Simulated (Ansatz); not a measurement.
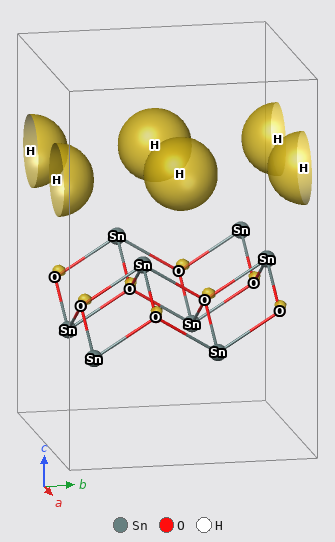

Figure 1: Sn2HO2 (slab). Isosurface of the magnetisation density (up minus down) at +0.03 e/Å³ (yellow), seen slightly off an axis. Sticks mark near contacts.

A point of a scan over the structure, not its minimum; PAW files of the earlier set (soft_1); spin-polarised.

Method: DFT PBE+D3(BJ), scalar-relativistic, plane waves, PAW in Ansatz.

The density is the valence pseudo-density of a PAW calculation; it isn't the true density close to the nuclei.

Describe the spin distribution.

The spin density sits on H: +0.9 μB in one cell of 5 atoms: a single local moment. The cell of the calculation (5 atoms) carries 1.0 μB of net spin moment.
